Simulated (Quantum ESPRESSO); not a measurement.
Workfunction calculation of MoS$_{2}$ (part 2 of 2)

MoS$_{2}$ (slab, 6 atoms in the cell); Kohn-Sham DFT of a periodic cell, PBE, PseudoDojo 0.4.1 SR PBE standard, no spin polarisation (Quantum ESPRESSO 7.5); cutoff 1088.45 eV, 10×10×1 k-mesh, fermi-dirac of 0.025 eV. The structure derives from an entry of the Crystallography Open Database.

Geometry of the input (Å; fractional positions):
```
3.1710  0.0000  0.0000
-1.5855  2.7462  0.0000
0.0000  0.0000  24.1725
S  0.0000  0.0000  0.3103
Mo 0.6667  0.3333  0.3735
S  0.3333  0.6667  0.4368
S  0.6667  0.3333  0.5632
Mo 0.3333  0.6667  0.6265
S  0.0000  -0.0000  0.6897
```

## What the program printed, continued
```
          k = 0.0000 0.1542 0.0000 ( 17271 PWs)   bands (ev):

   -58.6075 -58.6075 -32.6783 -32.6782 -32.6400 -32.6400 -32.6101 -32.6101
   -11.7714 -11.6407 -10.6073 -10.4175  -3.4384  -2.9413  -1.6084  -1.4319
    -0.9283  -0.9168   0.2870   0.9953   1.2618   1.3286   1.6209   1.6465
     2.1884   2.5046   3.2380   3.3894   3.4387   3.5249   6.1131   6.1818
     6.4977   6.5905   8.0074   8.1137

          k = 0.0000 0.3083 0.0000 ( 17229 PWs)   bands (ev):

   -58.5975 -58.5975 -32.7404 -32.7404 -32.6578 -32.6577 -32.6330 -32.6330
   -11.3232 -11.1945 -10.4783 -10.3200  -2.9610  -2.5046  -2.2060  -1.9331
    -0.7867  -0.7665  -0.4809  -0.3883   0.8163   1.1200   1.1560   1.2676
     1.9526   2.1168   3.5697   3.8645   3.9306   3.9408   5.6426   5.9257
     6.4170   6.5462   8.6143   8.7304

          k = 0.0000 0.4625 0.0000 ( 17169 PWs)   bands (ev):

   -58.5851 -58.5851 -32.8621 -32.8621 -32.6611 -32.6611 -32.6325 -32.6324
   -10.7408 -10.6248 -10.2499 -10.1339  -2.9083  -2.6365  -2.0941  -1.9607
    -1.8243  -1.4538  -0.8568  -0.8272   0.6181   0.7000   1.1053   1.1602
     1.4504   1.6456   3.9693   4.0366   4.0981   4.3121   6.1606   6.5330
     6.6497   6.6991   9.5028   9.5644

          k = 0.0000 0.6166 0.0000 ( 17140 PWs)   bands (ev):

   -58.5750 -58.5750 -32.9589 -32.9589 -32.6838 -32.6838 -32.6119 -32.6119
   -10.4106 -10.3385  -9.7804  -9.6959  -3.5297  -3.4214  -2.6108  -2.3205
    -1.5141  -1.1882  -1.0508  -1.0167   0.1076   0.2659   1.2032   1.3305
     1.3432   1.4179   4.1506   4.1752   4.5881   4.8034   6.6690   6.8738
     7.0768   7.5461   8.6967   9.0800

          k = 0.0000-0.7708 0.0000 ( 17118 PWs)   bands (ev):

   -58.5711 -58.5711 -32.9955 -32.9955 -32.6924 -32.6924 -32.6040 -32.6040
   -10.3344 -10.2901  -9.4808  -9.4282  -4.0083  -3.9174  -2.2288  -2.1290
    -1.8628  -1.6069  -1.1379  -1.1025   0.3205   0.3238   1.0601   1.2056
     1.4338   1.5390   4.2280   4.2286   4.9922   5.0949   6.7177   6.9389
     7.4805   7.8083   8.1498   8.5701

          k = 0.1335 0.2312 0.0000 ( 17211 PWs)   bands (ev):

   -58.6006 -58.6006 -32.7066 -32.7066 -32.6643 -32.6643 -32.6287 -32.6287
   -11.4650 -11.3351 -10.5209 -10.3526  -3.0796  -2.5888  -2.1063  -1.8720
    -0.8782  -0.8574   0.3538   0.3644   0.4293   0.6380   1.1635   1.4605
     2.2220   2.4722   3.5056   3.5820   3.6553   3.9729   5.9521   6.0651
     6.1464   6.2798   8.4190   8.5353

          k = 0.1335 0.3854 0.0000 ( 17206 PWs)   bands (ev):

   -58.5894 -58.5894 -32.8107 -32.8107 -32.6619 -32.6619 -32.6407 -32.6407
   -10.9277 -10.8032 -10.3608 -10.2314  -2.7517  -2.4160  -2.2093  -1.8153
    -1.4821  -1.4359  -0.6425  -0.5585   0.1772   0.3192   1.1056   1.1731
     2.1392   2.3077   3.4009   3.6200   4.1975   4.4343   5.7626   5.9073
     6.4493   6.6969   9.1769   9.2970

          k = 0.1335 0.5396 0.0000 ( 17164 PWs)   bands (ev):

   -58.5781 -58.5781 -32.9127 -32.9127 -32.6940 -32.6940 -32.6182 -32.6182
   -10.4320 -10.3362 -10.0383  -9.9454  -2.9925  -2.8514  -2.5789  -2.3689
    -1.5374  -1.1944  -1.1058  -0.9957   0.1692   0.3072   0.4182   0.5670
     2.1349   2.2278   3.6517   3.8620   4.6150   4.7462   5.8674   6.1613
     7.0268   7.4655   9.5896   9.9151

          k = 0.1335 0.6937 0.0000 ( 17106 PWs)   bands (ev):

   -58.5711 -58.5711 -32.9749 -32.9749 -32.7140 -32.7140 -32.6041 -32.6041
   -10.2692 -10.2190  -9.5783  -9.5195  -3.7375  -3.6469  -2.4416  -2.2576
    -1.7017  -1.4440  -1.1643  -1.0001   0.1114   0.2686   0.2810   0.3988
     2.0722   2.1820   4.0866   4.1719   4.8471   4.9338   6.1479   6.4313
     7.4165   7.8047   8.8663   9.2271

          k = 0.2670 0.4625 0.0000 ( 17201 PWs)   bands (ev):

   -58.5793 -58.5793 -32.8817 -32.8817 -32.7116 -32.7116 -32.6206 -32.6206
   -10.3870 -10.2680 -10.1877 -10.1073  -2.7219  -2.4692  -2.3816  -2.3557
    -1.6377  -1.3039  -0.9830  -0.7707  -0.5719  -0.5354   0.6540   0.8354
     2.6168   2.7755   3.1714   3.4967   4.6911   4.7994   5.3156   5.6389
     7.0279   7.4521   9.9675  10.0926

          k = 0.2670 0.6166 0.0000 ( 17130 PWs)   bands (ev):

   -58.5711 -58.5711 -32.9311 -32.9311 -32.7595 -32.7595 -32.6042 -32.6041
   -10.0997 -10.0361  -9.7955  -9.7347  -3.1298  -3.0628  -2.6059  -2.4536
    -1.5482  -1.2900  -1.0927  -0.9242  -0.7927  -0.7225   0.0289   0.3174
     2.8406   2.8920   3.5831   3.7578   4.7983   4.8177   5.4391   5.8455
     7.3148   7.7413  10.0518  10.2343

          k = 0.2670 0.7708 0.0000 ( 17098 PWs)   bands (ev):

   -58.5680 -58.5680 -32.9482 -32.9482 -32.7793 -32.7793 -32.5979 -32.5979
   -10.0336 -10.0010  -9.5564  -9.5246  -3.4294  -3.3537  -2.5287  -2.4364
    -1.6868  -1.4329  -1.1460  -0.9836  -0.7570  -0.7433  -0.0759   0.2053
     2.7171   2.8478   4.1442   4.1832   4.4918   4.5768   5.7680   6.0409
     7.3364   7.4701   9.8226   9.9070

          k = 0.4005 0.6937 0.0000 ( 17118 PWs)   bands (ev):

   -58.5668 -58.5668 -32.9089 -32.9089 -32.8336 -32.8336 -32.5955 -32.5955
    -9.8331  -9.8071  -9.6680  -9.6470  -2.9519  -2.8748  -2.6463  -2.5627
    -1.9776  -1.9737  -1.2540  -0.9202  -0.7270  -0.7139  -0.4059  -0.1746
     3.4568   3.5297   3.5686   3.6899   4.3354   4.3543   5.8474   6.2383
     6.8949   7.2300  10.0533  10.2174

     the Fermi energy is     3.2297 ev

!    total energy              =    -369.66765798 Ry
     estimated scf accuracy    <          2.1E-10 Ry
     smearing contrib. (-TS)   =      -0.00022320 Ry
     internal energy E=F+TS    =    -369.66743479 Ry

     The total energy is F=E-TS. E is the sum of the following terms:
     one-electron contribution =   -2512.98634810 Ry
     hartree contribution      =    1263.47333526 Ry
     xc contribution           =     -66.83400954 Ry
     ewald contribution        =     946.67958759 Ry

     convergence has been achieved in  18 iterations

     Forces acting on atoms (cartesian axes, Ry/au):

     atom    1 type  1   force =    -0.00000000   -0.00000000   -0.04364568
     atom    2 type  2   force =     0.00000000    0.00000000    0.00071535
     atom    3 type  1   force =     0.00000000    0.00000000    0.03996584
     atom    4 type  1   force =    -0.00000000   -0.00000000   -0.03996584
     atom    5 type  2   force =     0.00000000   -0.00000000   -0.00071535
     atom    6 type  1   force =     0.00000000   -0.00000000    0.04364568

     Total force =     0.083699     Total SCF correction =     0.000048

=------------------------------------------------------------------------------=
   JOB DONE.
=------------------------------------------------------------------------------=
```

## File pp_potential.out
```
This program is part of the open-source Quantum ESPRESSO suite
     for quantum simulation of materials; please cite
         "P. Giannozzi et al., J. Phys.:Condens. Matter 21 395502 (2009);
         "P. Giannozzi et al., J. Phys.:Condens. Matter 29 465901 (2017);
         "P. Giannozzi et al., J. Chem. Phys. 152 154105 (2020);
          URL
     in publications or presentations arising from this work. More details at

     ./tmp/pwscf.save/

     IMPORTANT: XC functional enforced from input :
     Exchange-correlation= PBE
                           (   1   4   3   4   0   0   0)
     Any further DFT definition will be discarded
     Please, verify this is what you really want

     G-vector sticks info
     --------------------
     sticks:   dense  smooth     PW     G-vecs:    dense   smooth      PW
     Sum         793     793    223               137145   137145   20989

     Using Slab Decomposition

     Calling punch_plot, plot_num =  11
     Writing data to file  potential.dat
     Reading data from file  potential.dat

     Writing data to be plotted to file potential.cube
     Plot Type: 3D                     Output format: Gaussian cube

=------------------------------------------------------------------------------=
   JOB DONE.
=------------------------------------------------------------------------------=
```

## File pp_elf.out
```
This program is part of the open-source Quantum ESPRESSO suite
     for quantum simulation of materials; please cite
         "P. Giannozzi et al., J. Phys.:Condens. Matter 21 395502 (2009);
         "P. Giannozzi et al., J. Phys.:Condens. Matter 29 465901 (2017);
         "P. Giannozzi et al., J. Chem. Phys. 152 154105 (2020);
          URL
     in publications or presentations arising from this work. More details at

     ./tmp/pwscf.save/

     IMPORTANT: XC functional enforced from input :
     Exchange-correlation= PBE
                           (   1   4   3   4   0   0   0)
     Any further DFT definition will be discarded
     Please, verify this is what you really want

     G-vector sticks info
     --------------------
     sticks:   dense  smooth     PW     G-vecs:    dense   smooth      PW
     Sum         793     793    223               137145   137145   20989

     Using Slab Decomposition

     Calling punch_plot, plot_num =   8
     Message from routine do_elf_kin:
     elf/kin + US not fully implemented
     Writing data to file  elf.dat
     Reading data from file  elf.dat

     Writing data to be plotted to file elf.cube
     Plot Type: 3D                     Output format: Gaussian cube

=------------------------------------------------------------------------------=
   JOB DONE.
=------------------------------------------------------------------------------=
```

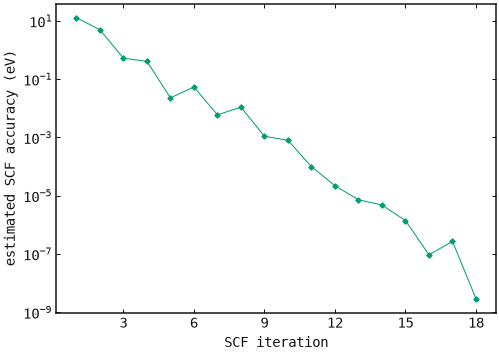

Convergence of the self-consistent field: estimated SCF accuracy against the iteration. The field takes 18 iterations in all.

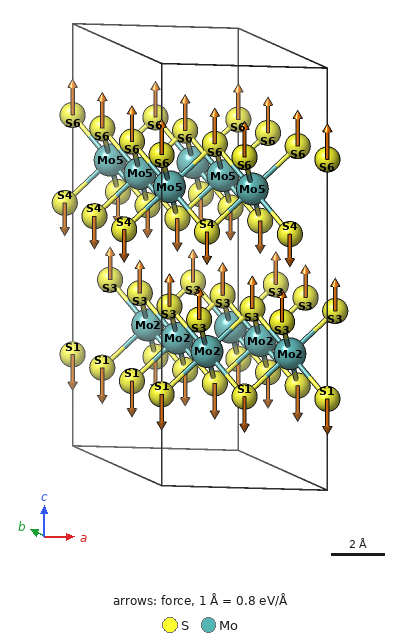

Forces on the atoms as orange arrows (ball-and-stick view of the 2 × 3 repeat of the cell, with the vacuum cut short, seen slightly off an axis; bonded neighbours outside the cell are drawn too; atoms are numbered from 1 in the order of the input); the smallest are left out. The largest act on S1, S6 (1.12 eV/Å); S3, S4 (1.03 eV/Å). The geometry is not a stationary point of this energy.

## Results in brief

| quantity | value |
| --- | --- |
| outcome | converged |
| electrons treated | 52 |
| free energy | −5029.5847 eV |
| work function, top face | 5.07 eV |
| work function, bottom face | 5.07 eV |
| Fermi energy of the self-consistent step | 3.230 eV |
| gap on the k-point mesh | none (metallic) |
| work function (upper face) | 5.07 eV |
| largest force (length of the vector) | 1.122 eV/Å |
| wall time | 2.4 min (CPU time 4.6 min) |
| peak memory | 0.58 GiB |

## Notes

Notes on the run: negative rho.
